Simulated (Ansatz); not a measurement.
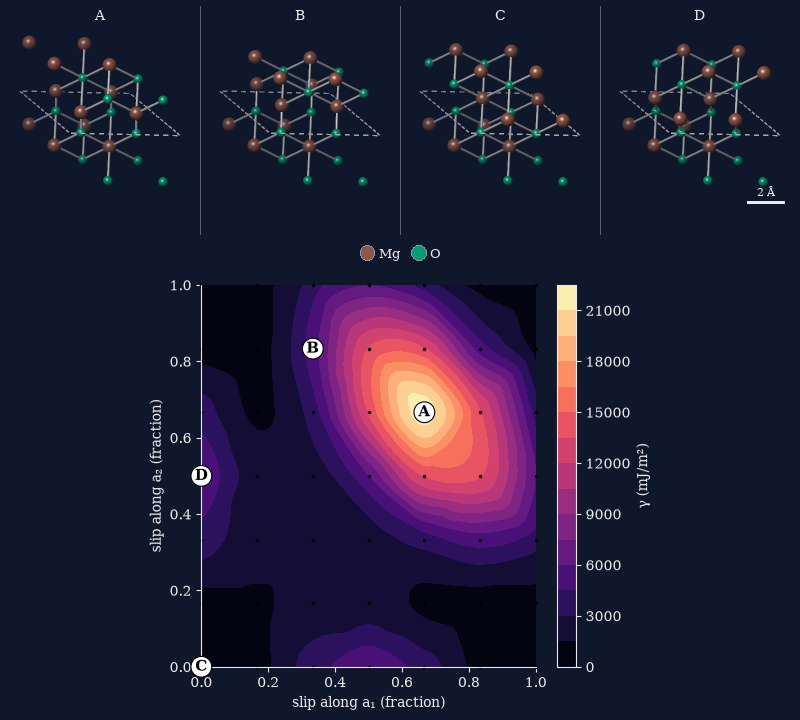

A crystal of MgO (Fm-3m): the crystal above a cut along the (1 1 1) plane of the conventional cell (between a plane of O below and one of Mg above, 1.23 Å apart) is slid rigidly over the whole in-plane cell (a gamma surface). One cut stands in each cell, which starts 14.8 Å high; nothing is relaxed, and the dashed outline marks the cut. The map is interpolated between the computed points (dots). The lettered frames are marked on it. The picture is a ball-and-stick view of the layers on both sides of the cut, seen obliquely from above.

All numbers below come from DFT PBEsol, scalar-relativistic, plane waves, PAW (Ansatz 0.2.0). (plane-wave cutoff 420 eV; k-point mesh 9 × 9 × 2; occupations gaussian; smearing width 0.05 eV; no spin polarisation). Energies (free energies at the smearing named) are counted from the cell as listed in its source, which wasn't relaxed.

What does the map show?

The corners are the perfect crystal. The highest computed fault energy is 21706 mJ/m² at (0.67, 0.67), and the lowest away from the corners 860 mJ/m² at (0.00, 0.17). Relaxation across the fault would lower these values. The frames lie at A (0.667, 0.667): 21706 mJ/m², B (0.333, 0.833): 5245 mJ/m², C (0.000, 0.000): 0 mJ/m², D (0.000, 0.500): 5907 mJ/m².
